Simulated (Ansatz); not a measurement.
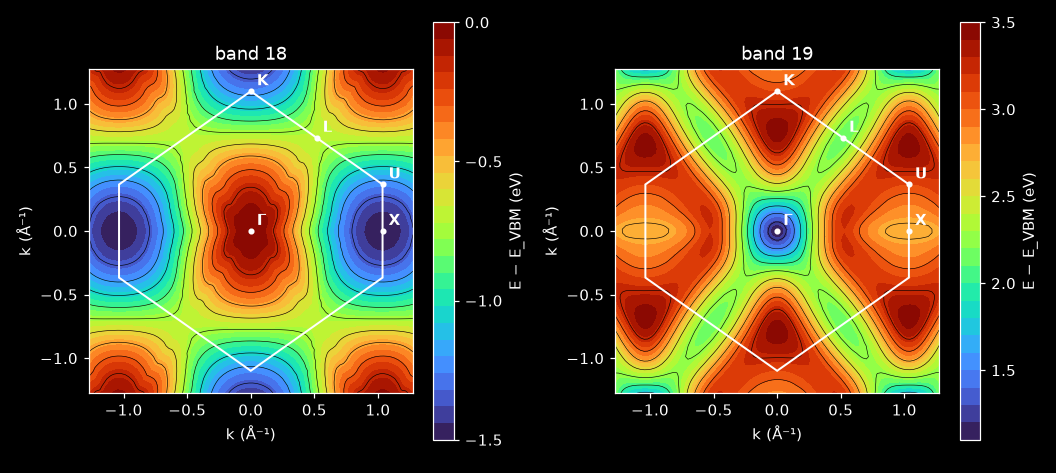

Two bands of CuI (space group F-43m, No. 216) over the plane through Γ, X and L: the highest mostly filled and the lowest mostly empty one.

Theory: DFT PBE, scalar-relativistic, plane waves, PAW; levels and slopes on a dense k mesh at the converged density (Ansatz). No spin polarisation. The levels come from a k mesh of 34×34×34 points. Unrelaxed database geometry.

Give both levels and their distance at the named points.

```
point  lower band (eV)  upper band (eV)  distance (eV)
    Γ             0.00             1.12           1.12
    X            −1.50             2.71           4.21
    L            −0.71             2.14           2.85
```

Where are the band edges of the whole zone?

The valence band has one maximum at Γ, three bands meeting there, with masses of 0.22 and 0.73 mₑ among them, each the same along x, y and z; the conduction band has one minimum at Γ, mass 0.15 mₑ in all directions. The gap is direct, 1.12 eV at this level of theory (semilocal functionals give gaps that are too small, and can reorder valleys that lie close).

Spin-orbit coupling, left out here, can change the gap, its kind, the place of the band edges and the masses, since the compound holds I.
